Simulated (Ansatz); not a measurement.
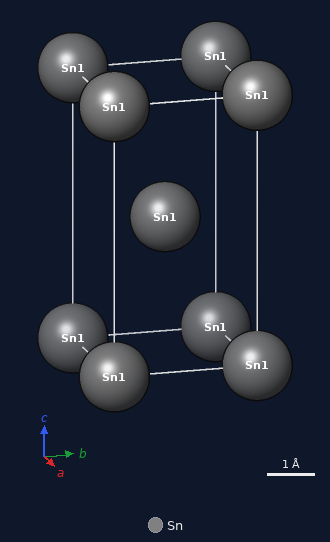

Figure 1. The input geometry (spheres-only view of the cell 2 times as large as that of the calculation, set on its symmetry axes, seen slightly off an axis; atoms are numbered from 1 in the order of the input).

# Run report: Sn, field-gradient calculation

The run: field-gradient calculation of Sn (1 atom in the cell). Method and program: DFT, PBEsol, PAW with Ansatz's default frozen-core files, scalar-relativistic, no spin polarisation (Ansatz 0.2.0).

The structure derives from an entry of the Crystallography Open Database. It belongs to a series of runs on one base structure; here: zz strain of +3 %, PAW files. Figures and captions count atoms from 1; the log counts them from 0 in places.

## Output
```
Sn: output.efg is read without spin–orbit coupling, which moves field gradients at and beside such atoms by some per cent and up to a factor of two; PAW files take it under magnetization.noncollinear and magnetization.spin_orbit
Engine: ansatz 0.2.0, aarch64-unknown-linux-gnu
Pseudopotentials: kind: paw
Pseudopotential: Sn, paw, valence charge 14, recommended cutoff 420 eV (normal), Sn.paw.azcp
Functional definition: PBEsol
  exchange = pbesol_x
  correlation = pbesol_c
Crystal: 1 atoms, lattice volume = 30.397 Å³
Basis set: ecut = 420 eV, 623 PW (Γ), exchange–correlation on 54×54×54 points (8 copies of the dense FFT grid, shifted against one another)
Bands: 11, of which v1, the nominal top of the filled ones, is band 7 counted from 1 (6 counted from 0)
Symmetry: 16 space group operations
Space group: I4/mmm (ITA 139), of the structure as read, at distance tolerance 3.1e-5 Å
k-points: 480 of 5832
Non-local potential: Sn, projectors of the file, l = 0: 2, l = 1: 2, l = 2: 2, l = 3: 2
PAW form: soft (Blöchl's): semilocal exchange-correlation on the pseudo side does not see the compensation charge
PAW frozen core: Sn, regenerated for the run's functional, and the local potential with it (the file was generated under x = pbe(κ = 0.804, μ = 0.2195149727645171), c = pbe(β = 0.06672455060314922))
PAW one-centre angular grid: Sn, 590 points (default); XC on 64 Gauss nodes
Initial density: superposition of atomic densities (neutral atoms: chi_scale 0, normalization atom), corrected by the library's trained network
Initial wavefunctions: pseudopotential atomic-orbital guess
Functional: x = pbesol(κ = 0.804, μ = 0.12345679012345678), c = pbesol(β = 0.046)
SCF iter   1: F=—  HF=-5949.647318 eV  |F-HF|=—  |Δ(HF+E_count)|=         —  Δρ=2.55e-3  dr2=1.19e-3  ethr=1.77e-3  ⟨swp⟩=5.8  Hψ=32071  notcnv=0
preconditioner: auto → Kerker (q_TF=auto, 2.398 Å⁻¹)  [metal: Δε(μ)=0.018 eV  Ē_g=22.601 eV  σ=0.030 eV  W_gap=0.15  n_scr=10 (ndim 8)  ℏωp=25.2 eV  f_vac=0.000  D(μ)=0.60/eV (n_scr^D=0)]
SCF iter   2: F=—  HF=-5949.645976 eV  |F-HF|=—  |Δ(HF+E_count)|=   1.34e-3  Δρ=1.25e-3  dr2=3.25e-4  ethr=8.53e-6  ⟨swp⟩=2.1  Hψ=11490  notcnv=0  defer=42
SCF iter   3: F=—  HF=-5949.645875 eV  |F-HF|=—  |Δ(HF+E_count)|=   1.02e-4  Δρ=1.86e-4  dr2=7.62e-6  ethr=2.32e-6  ⟨swp⟩=2.0  Hψ=8555  notcnv=0  defer=42
SCF iter   4: F=—  HF=-5949.645875 eV  |F-HF|=—  |Δ(HF+E_count)|=   4.30e-7  Δρ=1.80e-4  dr2=8.58e-6  ethr=5.45e-8  ⟨swp⟩=2.0  Hψ=8584  notcnv=0  defer=42
SCF iter   5: F=—  HF=-5949.645870 eV  |F-HF|=—  |Δ(HF+E_count)|=   5.24e-6  Δρ=6.99e-5  dr2=1.55e-6  ethr=5.45e-8  ⟨swp⟩=2.3  Hψ=8342  notcnv=0  defer=42
SCF iter   6: F=-5949.645869 eV  HF=-5949.645869 eV  |F-HF|=1.02e-7  |Δ(HF+E_count)|=   1.07e-6  Δρ=1.58e-5  dr2=8.12e-8  ethr=7.14e-10  ⟨swp⟩=8.0  Hψ=37491  notcnv=0
SCF 1 converged in 6 iterations: F = -5949.645869 eV  dr2 = 8.12e-8
  greatest PAW one-centre occupation: 0.992 electrons in one spin orbital (limit 2), on the Sn atom at site 0 (counted from 0), in its partial waves of l = 2
```

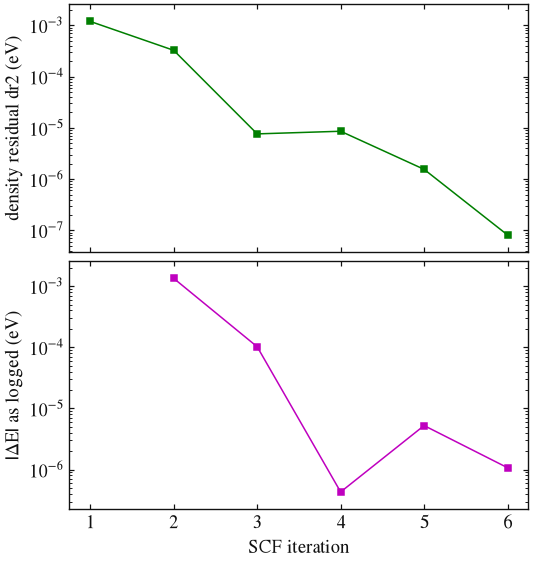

Figure 2. Convergence of the self-consistent field: density residual dr2 and size of the energy change against the SCF iteration. The residual falls almost steadily, with no more than small rises.

```
SCF converged after 6 iterations
Free energy (F): -5949.645869 eV
Harris-Foulkes:  -5949.645869 eV  (|F-HF|=1.02e-7)
Internal energy: -5949.644069 eV  (E = F + TS)
E sigma→0 (E₀):  -5949.644969 eV
Entropy (-TS):   -0.001800 eV (-1.800 meV/atom)
Fermi energy:    9.144518 eV
--- Per-component energies (eV) ---
  E_band       = -103.445394
  E_kinetic    = 185.228454
  E_local      = -913.546213  (includes V_loc(G=0)·N_el)
  E_nonlocal   = -30.978862
  E_hartree    = 552.069624
  E_xc         = -378.976455
  E_vxc        = -96.371794  (∫ρ·V_xc dr)
  E_paw        = -4063.373164  (= ΣΔE_a)
  E_vpaw       = -351.929256  (= ΣTr[D̂ρ^β])
  E_aug_tail   = -0.000000  (compensation charges beyond the density's cutoff)
  E_ewald      = -1300.352292
  E_core_change = 0.284840  (= ΣΔE_core)
  E_smearing   = -0.001800  (= −TS)
  E_closure    = -0.000000  (closes the sum)
  Σ components = -5949.645869   (vs F -5949.645869, Δ=0.00e0)
--- Forces (eV/Å), atoms counted from 1 ---
  atom   1  Sn     0.00000000     0.00000000     0.00000000
  max |Σ_I F_I| component: 6.31e-30 eV/Å
--- Stress (GPa, compression-positive) ---
       -3.910723      -0.000000      -0.000000
       -0.000000      -3.910723       0.000000
        0.000000       0.000000      -6.542099
  P = ⅓ Tr σ = -4.7878 GPa (-47.878 kbar)
--- PAW observables at the nuclei: V_zz in 10²¹ V/m², potentials from the cell's mean, atoms counted from 1 ---
  atom   1  Sn V_zz =    +9.648449   η = 0.0000   by run symmetry: allowed
            electrostatic potential = -8172.428157 V   contact ρ = 1234651.370426 e/Å³
--- Band table (eV; the first three rows and the last of 480) ---
  k-point 0: bands = ["-12.4136", "-12.3353", "-12.2375", "-12.2375", "-12.1527", "-1.2726", "14.3025", "16.2425", "16.2425", "18.8490", "20.0220"]
  k-point 1: bands = ["-12.4034", "-12.3310", "-12.2403", "-12.2379", "-12.1569", "-1.1789", "14.2650", "15.6354", "15.8309", "18.9150", "19.5185"]
  k-point 2: bands = ["-12.3740", "-12.3187", "-12.2484", "-12.2388", "-12.1691", "-0.8977", "14.1117", "14.4610", "14.9107", "18.3712", "18.9981"]
  k-point 479: bands = ["-12.4326", "-12.3403", "-12.1875", "-12.1875", "-12.1432", "1.6902", "5.0023", "13.5806", "13.5806", "16.8797", "17.1885"]
```

## File rho_z.tsv
```
# z_ang	rho[e/angstrom^3]
# format = ansatz-planar-average/11
# lattice	-1.590750000	1.590750000	3.003119500
# lattice	1.590750000	-1.590750000	3.003119500
# lattice	1.590750000	1.590750000	-3.003119500
# sites	1
# site	50	0.000000000	0.000000000	0.000000000
0.000000	9.761484e-1
0.138974	9.502888e-1
0.277948	8.778283e-1
0.416921	7.723573e-1
0.555895	6.515135e-1
0.694869	5.319580e-1
0.833843	4.257616e-1
0.972817	3.391423e-1
1.111790	2.732387e-1
1.250764	2.259150e-1
1.389738	1.936213e-1
1.528712	1.727594e-1
1.667685	1.604373e-1
1.806659	1.547408e-1
1.945633	1.547408e-1
2.084607	1.604373e-1
2.223581	1.727594e-1
2.362554	1.936213e-1
2.501528	2.259150e-1
2.640502	2.732387e-1
2.779476	3.391423e-1
2.918450	4.257616e-1
3.057423	5.319580e-1
3.196397	6.515135e-1
3.335371	7.723573e-1
3.474345	8.778283e-1
3.613319	9.502888e-1
```

## File v_z.tsv
```
# z_ang	v_es[eV]	v_tot[eV]
# format = ansatz-planar-average/11
# xc	pbesol
# density_cutoff_ev	1680
# datasets	Sn=:simpson_from_first_knot:soft:shift=-491537
# lattice	-1.590750000	1.590750000	3.003119500
# lattice	1.590750000	-1.590750000	3.003119500
# lattice	1.590750000	1.590750000	-3.003119500
# sites	1
# site	50	0.000000000	0.000000000	0.000000000
0.000000	8.350595e0	-3.521766e0
0.138974	8.255089e0	-3.558218e0
0.277948	7.987822e0	-3.654071e0
0.416921	7.603236e0	-3.770434e0
0.555895	7.180517e0	-3.850854e0
0.694869	6.809383e0	-3.833987e0
0.833843	6.573311e0	-3.667261e0
0.972817	6.533857e0	-3.317921e0
1.111790	6.716502e0	-2.785188e0
1.250764	7.101482e0	-2.109193e0
1.389738	7.621141e0	-1.369749e0
1.528712	8.169693e0	-6.717206e-1
1.667685	8.627162e0	-1.240434e-1
1.806659	8.890260e0	1.813662e-1
1.945633	8.890260e0	1.813662e-1
2.084607	8.627162e0	-1.240434e-1
2.223581	8.169693e0	-6.717206e-1
2.362554	7.621141e0	-1.369749e0
2.501528	7.101482e0	-2.109193e0
2.640502	6.716502e0	-2.785188e0
2.779476	6.533857e0	-3.317921e0
2.918450	6.573311e0	-3.667261e0
3.057423	6.809383e0	-3.833987e0
3.196397	7.180517e0	-3.850854e0
3.335371	7.603236e0	-3.770434e0
3.474345	7.987822e0	-3.654071e0
3.613319	8.255089e0	-3.558218e0
```

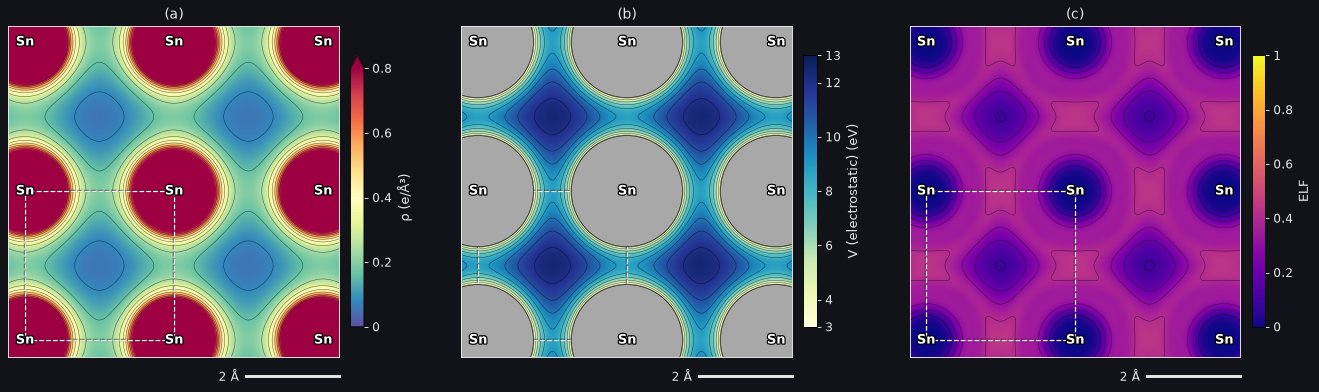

Figure 3. (a) valence pseudo-density; (b) electrostatic potential (local pseudopotential plus Hartree) felt by an electron; (c) electron localisation function on the (001) plane of the conventional cell. Grey discs, where drawn, cover atomic cores. The section cuts through Sn sites. Sn–Sn (3.18 Å): the density is about 0.19 e/Å³ at the midpoint; the ELF is about 0.45 at the midpoint (nearly free electrons, as in a simple metal). Away from the nuclei the density in this plane falls to 0.06 e/Å³ at its lowest. Outside the cores the potential energy rises away from the atoms and is highest about 2.2 Å from the nearest atoms; outside the discs it spans about 9 eV, and its zero is arbitrary. Core electrons are frozen (PAW), so the fields are smoothed inside the atomic spheres.

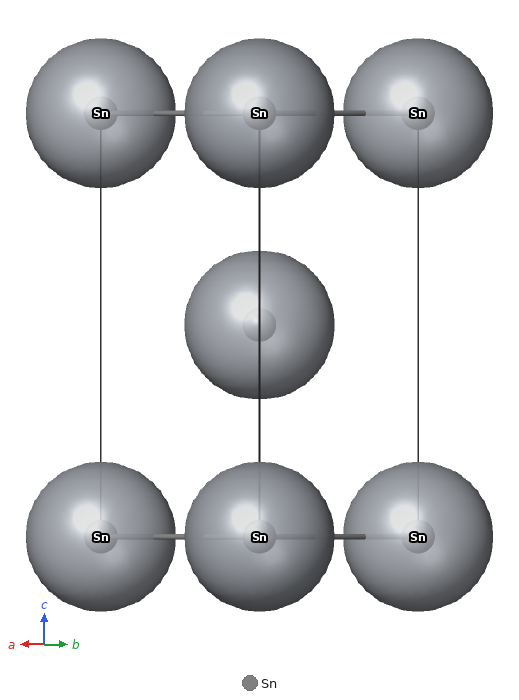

Figure 4. Isosurface of the valence charge density (pseudo) at 0.4 e/Å³ (grey), seen along [110]. Sticks mark near contacts. The outline is the cell set on symmetry axes. At this value the density breaks into separate islands; it holds about 75 % of the electrons treated as valence (semicore included). It is pinched off along the Sn–Sn (3.18 Å) contacts. On the grid the lowest density along these lines, outside the cores, is 0.19 e/Å³ (Sn–Sn, 3.18 Å).

The run was set up as follows.

## Input file
```yaml
crystal:
  lattice:
    - [-1.59075, 1.59075, 3.0031195]
    - [1.59075, -1.59075, 3.0031195]
    - [1.59075, 1.59075, -3.0031195]
  atoms:
    - { symbol: Sn, position: [0.0, 0.0, 0.0] }
kpoints:
  mp_grid: { grid: [18, 18, 18] }
scf:
  occupations: { method: fermi_dirac, width: 0.03 }
hamiltonian:
  xc: pbesol
  pseudopotentials: { kind: paw }
output:
  forces: true
  stress: true
  eigenvalues: true
  efg: { contact_densities: true }
  write_density: true
  write_potential: true
  elf: true
  volumetric_format: npy
```

Command:
```bash
ansatz run input.yaml --threads 1 --pin off --max-ram 3072MiB --backend cpu --events-out ev --progress --plain --runs-dir out
```

## Key numbers

- outcome: converged
- space group (tolerance 0.01 Å): I4/mmm (139)
- electrons treated: 14
- free energy: −5949.6459 eV
- Fermi energy: 9.145 eV
- pressure: −4.79 GPa
- field gradient V_zz (10²¹ V/m²): Sn 9.65
- largest force (length of the vector): under 0.001 eV/Å
- hardware: 1 thread of Arm Neoverse V1, 24 GiB of memory available, shared host
- wall time: 14 s
- peak memory: 0.46 GiB

## Remarks

Warnings of the run: the field gradients leave out spin–orbit coupling.
